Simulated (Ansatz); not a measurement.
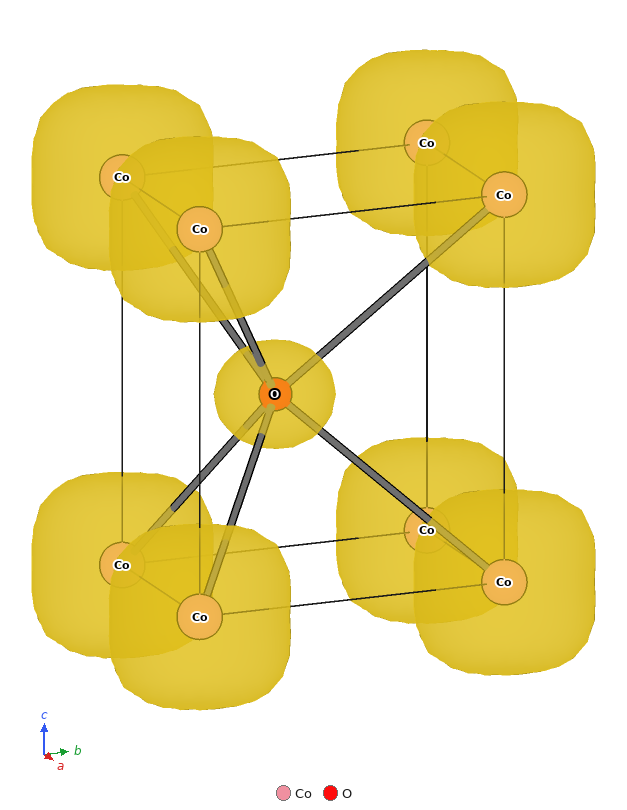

*CoO. Isosurface of the spin density at +0.4 e/Å³ (yellow), seen slightly off an axis. Sticks mark near contacts.*

Space group P-6m2; a generated structure, not necessarily the stable one; built by placing these elements on a known structure type; spin-polarised.

Method: Kohn-Sham DFT of a periodic cell, PBE with D4, Ansatz PAW (Ansatz).

In a PAW calculation such maps are meaningful between the atoms, not at the nuclei.

### Describe the spin distribution.

The spin density sits on Co: +2.5 μB in one cell of 2 atoms, with smaller moments on other sites: O (up to +0.43 μB): parallel main moments (a ferromagnetic arrangement) in this solution. The cell of the calculation (2 atoms) carries 3.0 μB of net spin moment.
